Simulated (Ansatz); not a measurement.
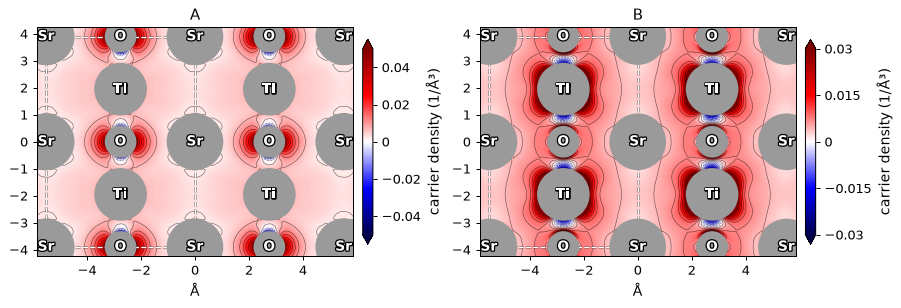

SrTiO₃, doped once with holes and once with electrons (1 e in the calculation's cell of 10 atoms, uniform background, atoms fixed). Each panel shows the carrier's density (positive where it sits) on the (010) plane of the conventional cell; grey discs cover the cores. Cores are masked to 1.0 Å (Sr), 1.0 Å (Ti) and 0.6 Å (O). This is very heavy doping.

Space group I4/mcm; the calculation finds a residual pressure of about 7 GPa at this fixed cell. Effective Hubbard U: 4.0 eV on Ti d.

Theory: Ansatz, DFT PBE+U, scalar-relativistic, plane waves, PAW.

### Tell the hole from the electron.

A is the hole: outside the cores it is densest at the edge of the masked core of O; it divides as O about 75 %, Sr about 15 % and Ti about 10 %. B is the electron: outside the cores it is densest at the edge of the masked core of Ti; it divides as O about 55 %, Ti about 30 % and Sr about 15 %. Shares are sums over atomic cells sized by the Bader volumes, which fill 25 % (Sr), 10 % (Ti) and 60 % (O) of the cell, so only an excess over these marks a preference; they are shares of the net change, screening included, and the band-edge orbitals themselves can be more concentrated.

Run times: 69 s (hole) and 73 s (electron), on 2 threads of Intel(R) Xeon(R) Platinum 8259CL CPU @ 2.50GHz (Skylake/Cascade Lake), on a shared host.
